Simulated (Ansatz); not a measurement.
## ZnInGaO4: geometry relaxation (part 2 of 3)

The same run, continued: ZnInGaO4 (R3m, 7 atoms in the cell); DFT PBEsol, scalar-relativistic, plane waves, PAW, PAW set soft_1, no spin polarisation (Ansatz 0.2.0); cutoff 420 eV, 9×9×9 k-mesh, Gaussian smearing of 0.02 eV. The structure derives from a Materials Project entry.

Geometry of the input (Å; fractional positions):
```
1.6803  0.9701  8.7134
-1.6803  0.9701  8.7134
0.0000  -1.9403  8.7134
Zn 0.2184  0.2184  0.2184
In 0.0028  0.0028  0.0028
Ga 0.7870  0.7870  0.7870
O  0.2951  0.2951  0.2951
O  0.7114  0.7114  0.7114
O  0.1217  0.1217  0.1217
O  0.8636  0.8636  0.8636
```

**The program's output, continued**
```
relax step   7: F+E_penalty+E_count = -14794.65894784 eV  Δ(F+E_penalty+E_count) = +7.585e-3 eV  max|allowed force component| = 4.032e-3 eV/Å  Δτ_max = 0.0000 Å  P = -0.154 GPa  Ω = 81.777 Å³  stress off target by 1.68e-1 GPa  SCF on the basis re-selected at this cell (its energy is not comparable with the rows above)  (8 SCF iters)
basis re-selected at this cell: Δ(F+E_penalty+E_count) = +7.585e-3 eV, ΔP = -0.148 GPa vs the last step (what re-selecting the basis moved, of the pressure what is left beyond the Pulay correction that the steps carried, after the strain that the cell walked since its last selection, with what the two solves' SCF thresholds leave and, on support functions, any second-order correction that the steps lacked; it is no measure of the basis error at this ecutwfc). This SCF's stress stands 1.68e-1 GPa from its target on what of the cell is left free (relax.cell.stress_tol is 5.00e-2 GPa) and its largest allowed force component is 4.03e-3 eV/Å (relax.f_tol is 5.00e-3 eV/Å): not within both, so this SCF does not close the relaxation
Crystal: 7 atoms, lattice volume = 81.700 Å³
iter 1 solved again at ethr=2.06e-8 eV; its pass at ethr=3.10e-3 eV (dr2=1.28e-5 eV) is discarded
SCF iter   1: F=—  HF=-14794.659232 eV  |F-HF|=—  |Δ(HF+E_count)|=         —  Δρ=1.43e-4  dr2=1.39e-5  ethr=2.06e-8  ⟨swp⟩=2.0  Hψ=14666  notcnv=0
preconditioner: auto → Resta (q_TF=auto, 2.606 Å⁻¹)  ε∞=5.3  [insulator: Δε(μ)=1.175 eV  Ē_g=15.570 eV  σ=0.020 eV  W_gap=1.00  n_scr=30 (ndim 8)  ℏωp=32.3 eV  f_vac=0.037  D(μ)=0.00/eV (n_scr^D=0)  ε∞_Penn≈5.3]
SCF iter   2: F=—  HF=-14794.659194 eV  |F-HF|=—  |Δ(HF+E_count)|=   3.84e-5  Δρ=3.97e-5  dr2=1.50e-6  ethr=2.06e-8  ⟨swp⟩=2.6  Hψ=5564  notcnv=0
SCF iter   3: F=—  HF=-14794.659194 eV  |F-HF|=—  |Δ(HF+E_count)|=   1.86e-7  Δρ=2.04e-5  dr2=5.31e-7  ethr=2.42e-9  ⟨swp⟩=2.0  Hψ=5181  notcnv=0
SCF iter   4: F=—  HF=-14794.659194 eV  |F-HF|=—  |Δ(HF+E_count)|=   7.77e-9  Δρ=1.32e-5  dr2=8.86e-8  ethr=8.56e-10  ⟨swp⟩=2.0  Hψ=5445  notcnv=0
SCF iter   5: F=-14794.659194 eV  HF=-14794.659194 eV  |F-HF|=4.03e-9  |Δ(HF+E_count)|=   3.92e-9  Δρ=3.96e-6  dr2=1.11e-8  ethr=1.14e-10  ⟨swp⟩=8.8  Hψ=20291  notcnv=0
SCF 8 converged in 5 iterations: F = -14794.659194 eV  dr2 = 1.11e-8
relax step   8: F+E_penalty+E_count = -14794.65919367 eV  Δ(F+E_penalty+E_count) = -2.458e-4 eV  max|allowed force component| = 5.814e-4 eV/Å  Δτ_max = 0.0003 Å  P = +0.007 GPa  Ω = 81.700 Å³  energy of the carried Pulay correction = +2.088e-4 eV  (5 SCF iters, dr2 threshold 7.07e-8 eV, accepted)
iter 1 solved again at ethr=1.60e-7 eV; its pass at ethr=3.10e-3 eV (dr2=9.91e-5 eV) is discarded
SCF iter   1: F=—  HF=-14794.659042 eV  |F-HF|=—  |Δ(HF+E_count)|=         —  Δρ=7.63e-6  dr2=1.63e-8  ethr=1.60e-7  ⟨swp⟩=3.0  Hψ=23501  notcnv=0
eigensolver tolerance schedule: the retry pair's looser diagonalisation over-reported the residual by 6087.63 of it (diagonalisation noise at 0.46 of the residual, at the tolerance the schedule requests for it); recorded, not acted on — ethr = c·dr2/N_el stays at c = 1.0e-1
preconditioner: auto → Resta (q_TF=auto, 2.606 Å⁻¹)  ε∞=5.3  [insulator: Δε(μ)=1.173 eV  Ē_g=15.569 eV  σ=0.020 eV  W_gap=1.00  n_scr=30 (ndim 8)  ℏωp=32.3 eV  f_vac=0.037  D(μ)=0.00/eV (n_scr^D=0)  ε∞_Penn≈5.3]
SCF iter   2: F=—  HF=-14794.659007 eV  |F-HF|=—  |Δ(HF+E_count)|=   3.50e-5  Δρ=6.45e-6  dr2=1.49e-8  ethr=2.62e-11  ⟨swp⟩=3.0  Hψ=6997  notcnv=0
SCF iter   3: F=—  HF=-14794.659007 eV  |F-HF|=—  |Δ(HF+E_count)|=   3.23e-9  Δρ=2.15e-6  dr2=2.82e-9  ethr=2.41e-11  ⟨swp⟩=2.0  Hψ=4526  notcnv=0
SCF iter   4: F=—  HF=-14794.659007 eV  |F-HF|=—  |Δ(HF+E_count)|=   1.42e-9  Δρ=6.60e-7  dr2=3.21e-10  ethr=4.55e-12  ⟨swp⟩=2.0  Hψ=4644  notcnv=0
SCF iter   5: F=—  HF=-14794.659007 eV  |F-HF|=—  |Δ(HF+E_count)|=  2.07e-10  Δρ=4.13e-7  dr2=1.46e-10  ethr=1.00e-12  ⟨swp⟩=2.6  Hψ=5602  notcnv=0
SCF iter   6: F=-14794.659007 eV  HF=-14794.659007 eV  |F-HF|=4.73e-11  |Δ(HF+E_count)|=  7.28e-11  Δρ=2.68e-7  dr2=5.01e-11  ethr=1.00e-12  ⟨swp⟩=6.0  Hψ=15400  notcnv=0
SCF 9 converged in 6 iterations: F = -14794.659007 eV  dr2 = 5.01e-11
relax step   9: F+E_penalty+E_count = -14794.65900732 eV  Δ(F+E_penalty+E_count) = +1.863e-4 eV  max|allowed force component| = 5.605e-4 eV/Å  Δτ_max = 0.0000 Å  P = +0.005 GPa  Ω = 81.700 Å³  stress off target by 1.71e-2 GPa  SCF on the basis re-selected at this cell (its energy is not comparable with the rows above)  (6 SCF iters)
```

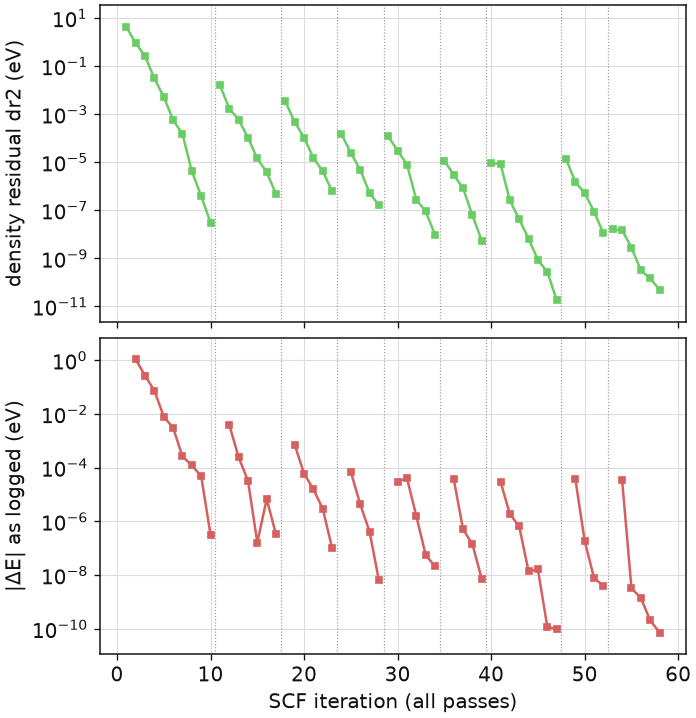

Convergence of the self-consistent field: density residual dr2 and size of the energy change against the SCF iteration. The dotted lines part the SCF passes of the relaxation: geometry steps, rejected trials and re-solves on a re-selected basis. The 9 passes take 5 to 10 iterations each, 58 in all.

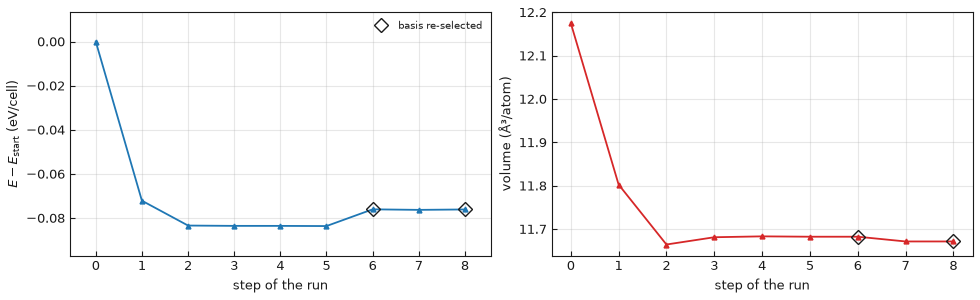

Progress of the relaxation, step by step (the first geometry is step 0 here and step 1 in the log).

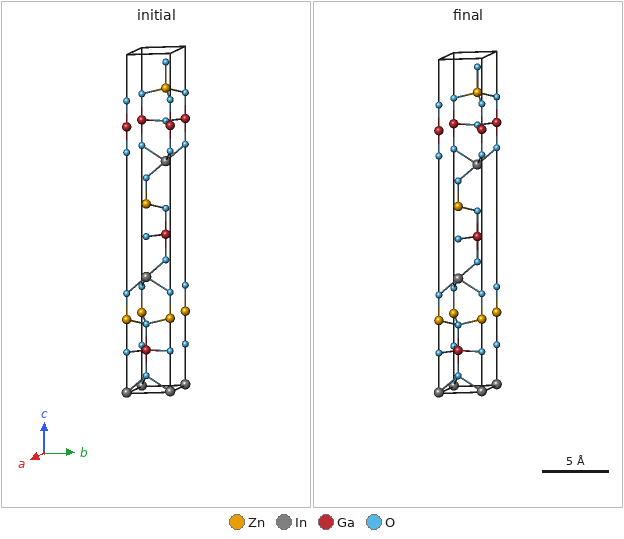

Before (left) and after (right) the relaxation, at one scale (ball-and-stick view of the cell 3 times as large as that of the calculation, set on its symmetry axes, seen slightly off an axis). The atom that moves furthest relative to the cell is O6 (0.014 Å). By element the largest moves are O 0.014 Å, Zn 0.008 Å, In 0.005 Å, Ga 0.003 Å. The volume changes by −4.1 %, with a = b 3.361 → 3.315 Å (−1.4 %), c 26.140 → 25.752 Å (−1.5 %). Among the contacts that change: Zn1–O4 2.007 → 1.968 Å, In2–O5 2.228 → 2.194 Å, Ga3–O7 2.001 → 1.972 Å, In2–O4 2.216 → 2.188 Å. The space group stays R3m (No. 160). After 6 geometry steps the energy has fallen by 76.3 meV per cell of the calculation. The largest force component goes from 0.074 to 0.00056 eV/Å. Pressure: −6.61 GPa at the start and 0.00 GPa at the end. The basis was re-selected once at an unchanged geometry, which shifts the energy a little without any move. The energy change given includes the shifts at the re-selections in mid-walk, which come without any move. A last SCF at the same geometry on a re-selected plane-wave basis shifts the energy by +0.2 meV per cell of the calculation. (Atoms are counted from 1 in the order of the input.)

```
basis re-selected at this cell: Δ(F+E_penalty+E_count) = +1.863e-4 eV, ΔP = -0.002 GPa vs the last step (what re-selecting the basis moved, of the pressure what is left beyond the Pulay correction that the steps carried, after the strain that the cell walked since its last selection, with what the two solves' SCF thresholds leave and, on support functions, any second-order correction that the steps lacked; it is no measure of the basis error at this ecutwfc). This SCF's stress stands 1.71e-2 GPa from its target on what of the cell is left free (relax.cell.stress_tol is 5.00e-2 GPa) and its largest allowed force component is 5.61e-4 eV/Å (relax.f_tol is 5.00e-3 eV/Å): within both
SCF converged after 6 iterations
Free energy (F): -14794.659007 eV
Harris-Foulkes:  -14794.659007 eV  (|F-HF|=4.73e-11)
Internal energy: -14794.659007 eV  (E = F + TS)
E sigma→0 (E₀):  -14794.659007 eV
Fermi energy:    8.897512 eV
--- Per-component energies (eV) ---
  E_band       = 14.823078
  E_kinetic    = 1152.988669
  E_local      = -5448.291837  (includes V_loc(G=0)·N_el)
  E_nonlocal   = 1282.468616
  E_hartree    = 2443.383546
  E_xc         = -561.273832
  E_vxc        = -555.835888  (∫ρ·V_xc dr)
  E_paw        = -8594.361280  (= ΣΔE_a)
  E_vpaw       = -1303.275710  (= ΣTr[D̂ρ^β])
  E_aug_tail   = 0.002454  (compensation charges beyond the density's cutoff)
  E_ewald      = -5071.612734
  E_core_change = 2.037390  (= ΣΔE_core)
  E_smearing   = -0.000000  (= −TS)
  E_closure    = -0.000000  (closes the sum)
  Σ components = -14794.659007   (vs F -14794.659007, Δ=0.00e0)
--- Forces (eV/Å), atoms counted from 1 ---
  atom   1  Zn     0.00000000     0.00000000    -0.00054046
  atom   2  In    -0.00000000    -0.00000000     0.00056066
  atom   3  Ga     0.00000000     0.00000000     0.00043173
  atom   4  O      0.00000000     0.00000000    -0.00022497
  atom   5  O     -0.00000000    -0.00000000    -0.00011873
  atom   6  O     -0.00000000    -0.00000000    -0.00044484
  atom   7  O      0.00000000     0.00000000     0.00033764
  max |Σ_I F_I| component: 1.04e-6 eV/Å
--- Stress (GPa, compression-positive) ---
       -0.001119       0.000000      -0.000000
        0.000000      -0.001119      -0.000000
       -0.000000      -0.000000       0.017134
  P = ⅓ Tr σ = 0.0050 GPa (0.050 kbar)
--- Band table (eV; the first three rows and the last of 85) ---
  k-point 0: bands = ["-10.4316", "-9.4828", "-8.8792", "-8.3981", "-5.1319", "-5.1319", "-4.7009", "-4.7009", "-4.3952", "-4.3615", "-4.3615", "-4.0552", "-3.9688", "-3.9688", "3.1534", "3.1563", "3.2151", "3.2151", "4.3112", "4.3112", "4.6437", "5.7712", "5.7712", "6.0422", "6.8735", "6.8735", "7.5128", "7.5128", "7.7447", "8.3107", "8.3107", "9.4839", "12.6727", "13.2795", "14.0035", "18.4580", "18.4580", "18.8309"]
  k-point 1: bands = ["-10.3505", "-9.4125", "-8.8468", "-8.4566", "-5.1098", "-5.1035", "-4.7144", "-4.7023", "-4.4425", "-4.3205", "-4.2362", "-4.0430", "-3.9733", "-3.9238", "3.0424", "3.1785", "3.2561", "3.2615", "4.0900", "4.3046", "4.5028", "5.6039", "5.6054", "5.9525", "6.6585", "6.7299", "7.2452", "7.5224", "7.6461", "8.0351", "8.2090", "10.3243", "12.8608", "13.5469", "14.4675", "17.8454", "18.6094", "18.7935"]
  k-point 2: bands = ["-10.1366", "-9.2374", "-8.7786", "-8.5743", "-5.0321", "-5.0300", "-4.7471", "-4.7064", "-4.4273", "-4.2319", "-4.1596", "-4.0365", "-3.9648", "-3.6897", "2.5750", "3.1180", "3.3782", "3.4080", "3.7559", "4.2656", "4.2935", "5.0556", "5.2201", "5.6895", "6.1808", "6.3704", "6.8965", "7.4936", "7.5069", "7.8240", "7.9703", "11.7425", "13.2832", "14.0805", "15.4626", "17.0698", "17.7058", "19.0270"]
  k-point 84: bands = ["-10.3296", "-9.4858", "-8.8071", "-8.4351", "-5.1100", "-5.1035", "-4.7143", "-4.7023", "-4.4677", "-4.3205", "-4.2476", "-4.0154", "-3.9733", "-3.9247", "2.8318", "3.1563", "3.2618", "3.4452", "4.2970", "4.3089", "4.5149", "5.4990", "5.5771", "5.8919", "6.6769", "6.7851", "7.1491", "7.4543", "7.4872", "8.1425", "8.2103", "11.2954", "11.5998", "13.8121", "14.7434", "17.5659", "18.8071", "18.9778"]
--- Relaxed structure (7 steps of the walk, 7 accepted, 2 SCFs on fresh bases) ---
  F+E_penalty+E_count = -14794.65900732 eV   max|allowed force component| = 5.605e-4 eV/Å   (the final SCF, on the basis selected at the relaxed cell)
  cell:  # Å, volume = 81.7003 Å³
    - [1.6575604133563517, 0.9569929508493566, 8.58408920289695]
    - [-1.6575604133563517, 0.9569929508493566, 8.58408920289695]
    - [-8.181759966841847e-18, -1.9139859016987157, 8.58408920289695]
  atoms:
    - { symbol: Zn, position: [0.21868834456116779, 0.21868834456116779, 0.21868834456116779] }
    - { symbol: In, position: [0.0029458516861073187, 0.0029458516861073187, 0.0029458516861073187] }
    - { symbol: Ga, position: [0.787131263656218, 0.787131263656218, 0.787131263656218] }
    - { symbol: O, position: [0.29510829840026925, 0.29510829840026925, 0.2951082984002692] }
    - { symbol: O, position: [0.7112363123405198, 0.7112363123405198, 0.7112363123405196] }
    - { symbol: O, position: [0.12116716244372304, 0.12116716244372304, 0.12116716244372304] }
    - { symbol: O, position: [0.8637237669119954, 0.8637237669119954, 0.8637237669119953] }
```

**Trajectory as extended XYZ (Å, eV, eV/Å), 9 frames, from step=1 to step=9**
```
7
Lattice="1.6803 0.9701 8.7134 -1.6803 0.9701 8.7134 0.0000 -1.9403 8.7134" Properties=species:S:1:pos:R:3:forces:R:3 step=1 energy=-14794.58289 pressure_GPa=-6.61
Zn    0.0000    0.0000    5.7086    0.0000   0.0000   0.0047
In    0.0000    0.0000    0.0724    0.0000   0.0000   0.0591
Ga    0.0000    0.0000   20.5732    0.0000   0.0000   0.0386
O     0.0000    0.0000    7.7151    0.0000   0.0000   0.0592
O     0.0000    0.0000   18.5951    0.0000   0.0000  -0.0740
O     0.0000    0.0000    3.1817    0.0000   0.0000  -0.0406
O     0.0000    0.0000   22.5747    0.0000   0.0000  -0.0471
7
Lattice="1.6666 0.9622 8.5865 -1.6666 0.9622 8.5865 0.0000 -1.9244 8.5865" Properties=species:S:1:pos:R:3:forces:R:3 step=2 energy=-14794.65503 pressure_GPa=-1.64
Zn    0.0000    0.0000    5.6321    0.0000   0.0000   0.0677
In    0.0000    0.0000    0.0759    0.0000   0.0000  -0.0119
Ga    0.0000    0.0000   20.2678    0.0000   0.0000   0.0306
O     0.0000    0.0000    7.6216    0.0000   0.0000  -0.2642
O     0.0000    0.0000   18.3062    0.0000   0.0000   0.2498
O     0.0000    0.0000    3.1227    0.0000   0.0000  -0.0265
O     0.0000    0.0000   22.2526    0.0000   0.0000  -0.0459
7
Lattice="1.6569 0.9566 8.5857 -1.6569 0.9566 8.5857 0.0000 -1.9132 8.5857" Properties=species:S:1:pos:R:3:forces:R:3 step=3 energy=-14794.66630 pressure_GPa=0.26
Zn    0.0000    0.0000    5.6256    0.0000   0.0000   0.0556
In    0.0000    0.0000    0.0750    0.0000   0.0000   0.0071
Ga    0.0000    0.0000   20.2746    0.0000   0.0000   0.0126
O     0.0000    0.0000    7.5991    0.0000   0.0000   0.0077
O     0.0000    0.0000   18.3254    0.0000   0.0000  -0.0848
O     0.0000    0.0000    3.1252    0.0000   0.0000  -0.0025
O     0.0000    0.0000   22.2465    0.0000   0.0000   0.0050
7
Lattice="1.6583 0.9574 8.5832 -1.6583 0.9574 8.5832 0.0000 -1.9149 8.5832" Properties=species:S:1:pos:R:3:forces:R:3 step=4 energy=-14794.66645 pressure_GPa=0.01
Zn    0.0000    0.0000    5.6274    0.0000   0.0000   0.0275
In    0.0000    0.0000    0.0742    0.0000   0.0000   0.0123
Ga    0.0000    0.0000   20.2674    0.0000   0.0000   0.0160
O     0.0000    0.0000    7.5997    0.0000   0.0000  -0.0214
O     0.0000    0.0000   18.3150    0.0000   0.0000  -0.0141
O     0.0000    0.0000    3.1233    0.0000   0.0000  -0.0085
O     0.0000    0.0000   22.2417    0.0000   0.0000  -0.0117
7
Lattice="1.6582 0.9574 8.5856 -1.6582 0.9574 8.5856 0.0000 -1.9148 8.5856" Properties=species:S:1:pos:R:3:forces:R:3 step=5 energy=-14794.66645 pressure_GPa=-0.02
Zn    0.0000    0.0000    5.6328    0.0000   0.0000   0.0038
In    0.0000    0.0000    0.0757    0.0000   0.0000   0.0304
Ga    0.0000    0.0000   20.2745    0.0000   0.0000  -0.0191
O     0.0000    0.0000    7.6024    0.0000   0.0000  -0.0241
O     0.0000    0.0000   18.3201    0.0000   0.0000  -0.0224
O     0.0000    0.0000    3.1185    0.0000   0.0000   0.0227
O     0.0000    0.0000   22.2464    0.0000   0.0000   0.0088
7
Lattice="1.6581 0.9573 8.5863 -1.6581 0.9573 8.5863 0.0000 -1.9146 8.5863" Properties=species:S:1:pos:R:3:forces:R:3 step=6 energy=-14794.66653 pressure_GPa=-0.01
Zn    0.0000    0.0000    5.6332    0.0000   0.0000  -0.0018
In    0.0000    0.0000    0.0759    0.0000   0.0000   0.0038
Ga    0.0000    0.0000   20.2756    0.0000   0.0000   0.0002
O     0.0000    0.0000    7.6020    0.0000   0.0000  -0.0017
O     0.0000    0.0000   18.3208    0.0000   0.0000  -0.0033
O     0.0000    0.0000    3.1211    0.0000   0.0000  -0.0003
O     0.0000    0.0000   22.2483    0.0000   0.0000   0.0030
7
Lattice="1.6581 0.9573 8.5863 -1.6581 0.9573 8.5863 0.0000 -1.9146 8.5863" Properties=species:S:1:pos:R:3:forces:R:3 step=7 energy=-14794.65895 pressure_GPa=-0.15
Zn    0.0000    0.0000    5.6332    0.0000   0.0000  -0.0019
In    0.0000    0.0000    0.0759    0.0000   0.0000   0.0038
Ga    0.0000    0.0000   20.2756    0.0000   0.0000   0.0004
O     0.0000    0.0000    7.6020    0.0000   0.0000  -0.0020
O     0.0000    0.0000   18.3208    0.0000   0.0000  -0.0040
O     0.0000    0.0000    3.1211    0.0000   0.0000   0.0000
O     0.0000    0.0000   22.2483    0.0000   0.0000   0.0037
7
Lattice="1.6576 0.9570 8.5841 -1.6576 0.9570 8.5841 0.0000 -1.9140 8.5841" Properties=species:S:1:pos:R:3:forces:R:3 step=8 energy=-14794.65919 pressure_GPa=0.01
Zn    0.0000    0.0000    5.6317    0.0000   0.0000  -0.0006
In    0.0000    0.0000    0.0759    0.0000   0.0000   0.0006
Ga    0.0000    0.0000   20.2704    0.0000   0.0000   0.0004
O     0.0000    0.0000    7.5997    0.0000   0.0000  -0.0002
O     0.0000    0.0000   18.3159    0.0000   0.0000  -0.0001
O     0.0000    0.0000    3.1203    0.0000   0.0000  -0.0004
O     0.0000    0.0000   22.2428    0.0000   0.0000   0.0003
7
Lattice="1.6576 0.9570 8.5841 -1.6576 0.9570 8.5841 0.0000 -1.9140 8.5841" Properties=species:S:1:pos:R:3:forces:R:3 step=9 energy=-14794.65901 pressure_GPa=0.00
Zn    0.0000    0.0000    5.6317    0.0000   0.0000  -0.0005
In    0.0000    0.0000    0.0759    0.0000   0.0000   0.0006
Ga    0.0000    0.0000   20.2704    0.0000   0.0000   0.0004
O     0.0000    0.0000    7.5997    0.0000   0.0000  -0.0002
O     0.0000    0.0000   18.3159    0.0000   0.0000  -0.0001
O     0.0000    0.0000    3.1203    0.0000   0.0000  -0.0004
O     0.0000    0.0000   22.2428    0.0000   0.0000   0.0003
```
